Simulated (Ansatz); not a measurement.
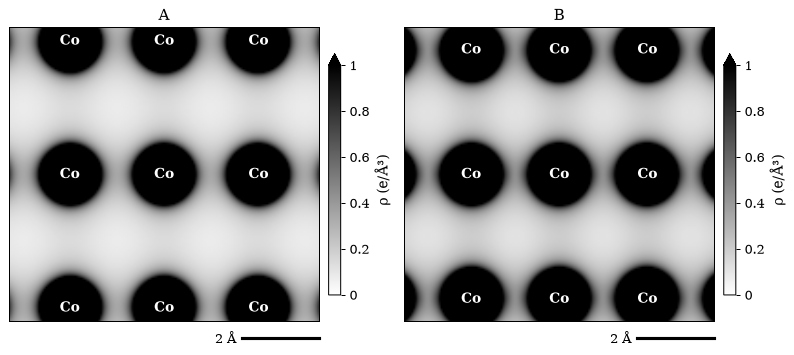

Co. The valence pseudo-density of two cells that differ in size, on the (011) plane of each (indices in the axes of the calculation cell), at one length scale and on one colour scale; one has 11.8 and the other 14.5 Å³ an atom.

The calculation used Ansatz, DFT, BLYP, plane waves (420 eV) with PAW, scalar-relativistic.

The larger cell:

```cif
data_structure
_symmetry_space_group_name_H-M 'P 1'
_symmetry_Int_Tables_number 1
_cell_length_a 2.4391
_cell_length_b 2.4391
_cell_length_c 2.4391
_cell_angle_alpha 90.000
_cell_angle_beta 90.000
_cell_angle_gamma 90.000
_cell_volume 14.51
loop_
_atom_site_label
_atom_site_type_symbol
_atom_site_fract_x
_atom_site_fract_y
_atom_site_fract_z
_atom_site_occupancy
Co1 Co 0.00000 0.00000 0.00000 1
```

The smaller cell: a = 2.278 Å, b = 2.278 Å, c = 2.278 Å, α = 90.00°, β = 90.00°, γ = 90.00°.

Which is the denser cell? Describe the effect of the change.

Panel B is the smaller cell, by 19 % in volume. From the larger cell to the smaller, Co–Co goes from 2.44 to 2.28 Å, and the density at its midpoint from 0.34 to 0.44 e/Å³; the pressure goes from −9 to 20 GPa; the largest moment (Co) goes from 1.9 to 1.6 μB.
